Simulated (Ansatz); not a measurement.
# Energy of Na along an even scaling of the cell

System: Na (3 atoms in the cell).
Method: DFT, revPBE, plane waves (420 eV) with PAW, scalar-relativistic, no spin polarisation (Ansatz 0.2.0).

The 6 runs differ only in the geometry, by an even scaling of the cell at fixed fractional positions.

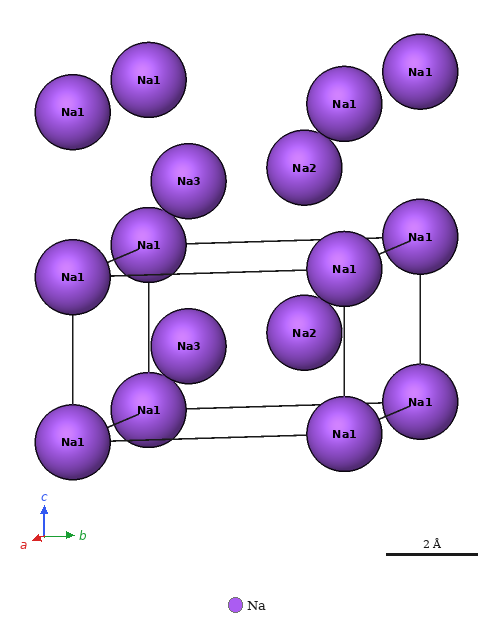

Figure 1. The structure of run 4 (spheres-only view of the cell of the calculation, repeated 1 × 1 × 2, seen slightly off an axis; atoms are numbered from 1 in the order of the input).

## Input of run 4
```yaml
crystal:
  lattice:
    - [6.2209262292, 0.0, 0.0]
    - [-3.1104631146, 5.3874801495, 0.0]
    - [0.0, 0.0, 3.6893485371]
  atoms:
    - { symbol: Na, position: [1.0, 1.0, 0.0] }
    - { symbol: Na, position: [0.3333333333, 0.6666666667, 0.5] }
    - { symbol: Na, position: [0.6666666667, 0.3333333333, 0.5] }
hamiltonian:
  xc: revpbe
  pseudopotentials:
    kind: paw
    azcp:
      Na: "pseudopotentials/Na.paw.azcp"
basis:
  ecutwfc: 420
  fft_grid_basis: typed
kpoints:
  mp_grid: { grid: [7, 7, 10], shift: [0, 0, 0] }
magnetization:
  spin_polarized: false
scf:
  occupations: { method: fermi_dirac, width: 0.1 }
  lower_state_search: "off"
output:
  stress: true
```

Command:
```bash
ansatz run input.yaml --threads 2 --pin off --max-ram 5120MiB --backend cpu --events-out ev --progress --plain --runs-dir out
```

Lattice vectors (Å) and fractional positions of run 4:
```
   6.220926    0.000000    0.000000
  -3.110463    5.387480    0.000000
   0.000000    0.000000    3.689349
Na  1.000000  1.000000  0.000000
Na  0.333333  0.666667  0.500000
Na  0.666667  0.333333  0.500000
```

Run 5 differs from it as follows:
```diff
-    - [6.2209262292, 0.0, 0.0]
-    - [-3.1104631146, 5.3874801495, 0.0]
-    - [0.0, 0.0, 3.6893485371]
+    - [6.2996804912, 0.0, 0.0]
+    - [-3.1498402456, 5.4556833411, 0.0]
+    - [0.0, 0.0, 3.7360541097]
```

## Results, with one run withheld

```tsv
run	volume per atom (Å³)	free energy per atom, from the lowest run given (meV)	pressure (GPa)
1	34.875	14.26	1.12
2	36.461	5.43	0.68
3	38.046	0.54	0.32
4	41.216	0.00	−0.23
5	42.802	?	?
6	44.387	8.54	−0.61
```

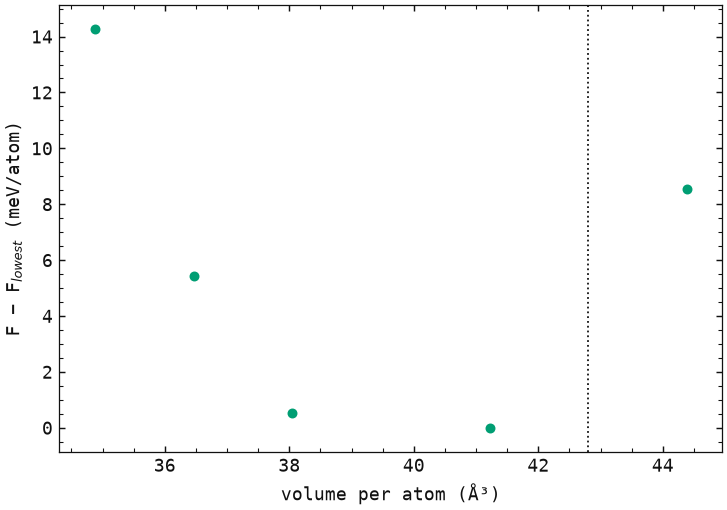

Figure 2. Free energy per atom of the runs given; the dotted line marks run 5.

Fit the runs given and predict run 5.

A cubic polynomial in V^(−2/3) (the Birch–Murnaghan form), fitted to the 5 runs given, misses them by under 0.01 meV per atom. With x = V^(−2/3) − 0.08732 Å⁻², it reads F = −0.55264 + 738.53 x + 2.5324e+05 x² − 5.2862e+05 x³ (meV per atom). At run 5 it gives 3.33 meV per atom, and the run itself gives 3.33. The slope of the fit gives a pressure −dF/dV of −0.44 GPa there, and the run prints −0.44 GPa. The fit has its minimum at 39.742 Å³ per atom, where V d²F/dV² gives 6.75 GPa. Cell shape and fractional positions are held, so this is the stiffness under even scaling; the relaxed bulk modulus wasn't computed.

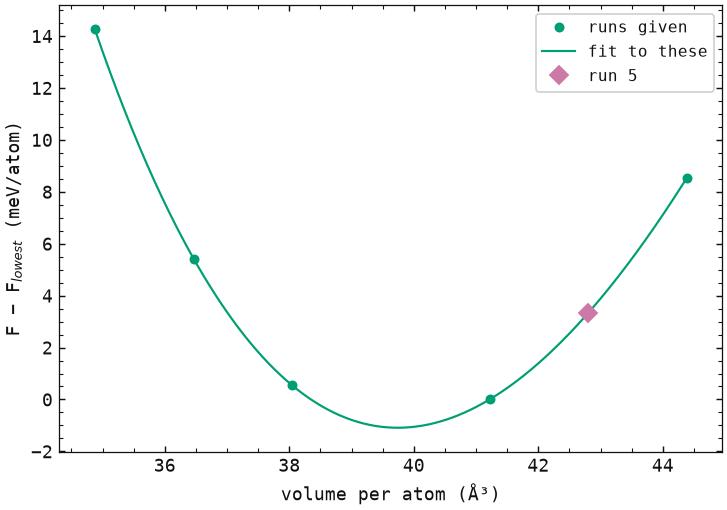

Figure 3. The fit and the withheld run.

## Output, shortened to warnings, some set-up lines, iterations and results (run 5)
```
Basis set: ecut = 420 eV, 2485 PW (Γ)
Symmetry: 24 space group operations
k-points: 48 of 490
Initial density: superposition of atomic densities (neutral atoms: chi_scale 0, normalization atom), corrected by the library's trained network
[...]
SCF iter   1: F=—  HF=-4465.103900 eV  |F-HF|=—  |Δ(HF+E_count)|=         —  Δρ=2.16e-3  dr2=2.85e-3  ethr=1.77e-3  ⟨swp⟩=4.1  Hψ=3556  notcnv=0
SCF iter   2: F=—  HF=-4465.101720 eV  |F-HF|=—  |Δ(HF+E_count)|=   2.18e-3  Δρ=5.03e-4  dr2=3.25e-4  ethr=1.06e-5  ⟨swp⟩=2.0  Hψ=1874  notcnv=0
SCF iter   3: F=—  HF=-4465.101906 eV  |F-HF|=—  |Δ(HF+E_count)|=   1.86e-4  Δρ=2.81e-4  dr2=1.31e-4  ethr=1.20e-6  ⟨swp⟩=1.1  Hψ=871  notcnv=0
SCF iter   4: F=—  HF=-4465.101998 eV  |F-HF|=—  |Δ(HF+E_count)|=   9.23e-5  Δρ=6.18e-5  dr2=9.88e-6  ethr=4.84e-7  ⟨swp⟩=1.9  Hψ=940  notcnv=0
SCF iter   5: F=—  HF=-4465.102000 eV  |F-HF|=—  |Δ(HF+E_count)|=   2.18e-6  Δρ=1.38e-5  dr2=1.95e-7  ethr=3.66e-8  ⟨swp⟩=2.9  Hψ=1434  notcnv=0
SCF iter   6: F=-4465.102000 eV  HF=-4465.102000 eV  |F-HF|=7.65e-9  |Δ(HF+E_count)|=   1.20e-7  Δρ=3.03e-6  dr2=2.14e-8  ethr=3.70e-10  ⟨swp⟩=3.9  Hψ=2786  notcnv=0
SCF 1 converged in 6 iterations: F = -4465.102000 eV  dr2 = 2.14e-8
SCF converged after 6 iterations
Free energy (F): -4465.102000 eV
Harris-Foulkes:  -4465.102000 eV  (|F-HF|=7.65e-9)
Internal energy: -4465.043401 eV  (E = F + TS)
E sigma→0 (E₀):  -4465.072700 eV
Entropy (-TS):   -0.058600 eV (-19.533 meV/atom)
Fermi energy:    1.277804 eV
--- Per-component energies (eV) ---
  E_band       = -739.270647
  E_kinetic    = 359.830484
  E_local      = -4456.450752  (includes V_loc(G=0)·N_el)
  E_nonlocal   = 344.463378
  E_hartree    = 1639.302568
  E_xc         = -115.375373
  E_vxc        = -147.336257  (∫ρ·V_xc dr)
  E_paw        = -794.365206  (= ΣΔE_a)
  E_vpaw       = -118.380496  (= ΣTr[D̂ρ^β])
  E_aug_tail   = -0.000101  (compensation charges beyond the density's cutoff)
  E_ewald      = -1442.394290
  E_core_change = -0.054109  (= ΣΔE_core)
  E_smearing   = -0.058600  (= −TS)
  E_closure    = -0.000000  (closes the sum)
  Σ components = -4465.102000   (vs F -4465.102000, Δ=0.00e0)
--- Stress (GPa, compression-positive) ---
       -0.482390      -0.000000       0.000000
        0.000000      -0.482390       0.000000
        0.000000       0.000000      -0.346862
  P = ⅓ Tr σ = -0.4372 GPa (-4.372 kbar)
```
